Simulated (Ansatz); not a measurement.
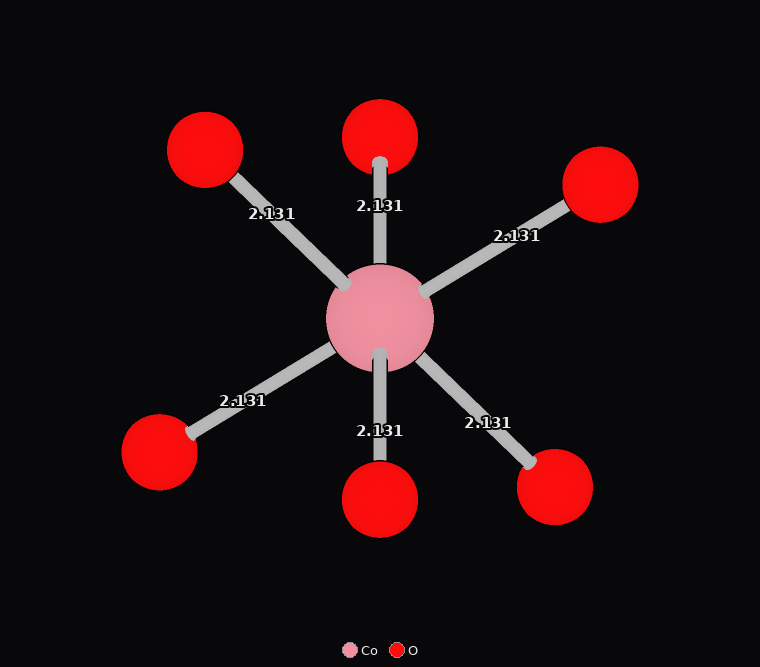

The surroundings of site Co1 (at 0.000, 0.000, 0.000) in CoO (Fm-3m), with bond lengths in Å.

Origin of the cell: the input geometry of an electronic-structure calculation (not necessarily at equilibrium).

```xyz
8
Lattice="4.2630 0.0000 0.0000 0.0000 4.2630 0.0000 0.0000 0.0000 4.2630" Properties=species:S:1:pos:R:3 pbc="T T T"
Co    0.0000    0.0000    0.0000
O     2.1315    0.0000    0.0000
Co    0.0000    2.1315    2.1315
O     2.1315    2.1315    2.1315
Co    2.1315    0.0000    2.1315
O     0.0000    0.0000    2.1315
Co    2.1315    2.1315    0.0000
O     0.0000    2.1315    0.0000
```

Bond valence s = exp((R0 − d)/b), R0 fitted to published crystal structures with b = 0.37 Å, summed over all anions within 5 Å; R0 in Å: Co2+–O 1.696; Co3+–O 1.685.

Question: Which oxidation state of Co do these bonds support?

Answer: With the Co2+ parameters the computed sum is 6 × 0.309 = 1.85. With the Co3+ parameters the computed sum is 6 × 0.300 = 1.80. The sum matches its own assumption best for Co2+, which also balances the formula's charge.

Question: And over the whole structure?

Answer:
| site | x, y, z | formal valence | bond-valence sum | difference |
| --- | --- | --- | --- | --- |
| Co1 | 0.000, 0.000, 0.000 | +2 | 1.89 | -0.11 |
| O1 | 0.500, 0.000, 0.000 | −2 | 1.89 | -0.11 |

These sums include all anions within 5 Å. The global instability index (root mean square of the differences over all atoms) is 0.11 v.u.: moderate strain, common in real structures. The cell was not relaxed for this table, and a volume that is off by a few per cent shifts all sums together.
